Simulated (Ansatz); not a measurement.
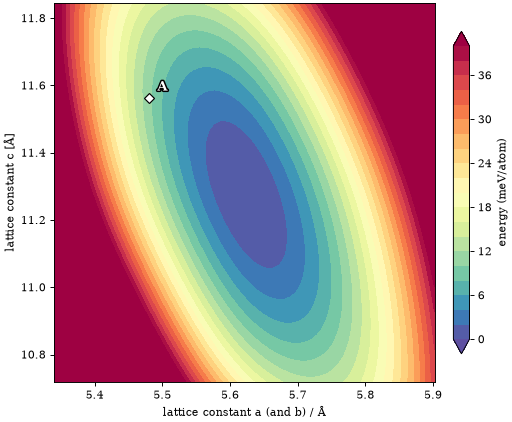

ZnSnP2 (I-42d, No. 122; 8 atoms in the cell). 
- The energy is mapped over the lattice constants a and c of the conventional cell.
- First axis: lattice constant a (and b). Second axis: lattice constant c.
- Nothing is relaxed (fractional coordinates fixed).
- Grid: 5 × 5 points.
- Points are written as (first, second).
- Energies: meV/atom, counted from the lowest grid point.
- These are results of Ansatz 0.2.0, DFT PBEsol, scalar-relativistic, plane waves, PAW, not measurements. Settings: cutoff 520 eV, k-mesh 8×8×8, gaussian smearing 0.05 eV, no spin polarisation.

The picture shows filled contours, one colour for all values above the top of the scale, the point A. Between grid points the surface is interpolated.

### Is A at rest? If not, where is it pushed?

A, at (5.481 Å, 11.563 Å), is not a stationary point. The computed force is 151 meV/atom for each Å towards larger values of lattice constant a (and b) and nearly zero along lattice constant c.
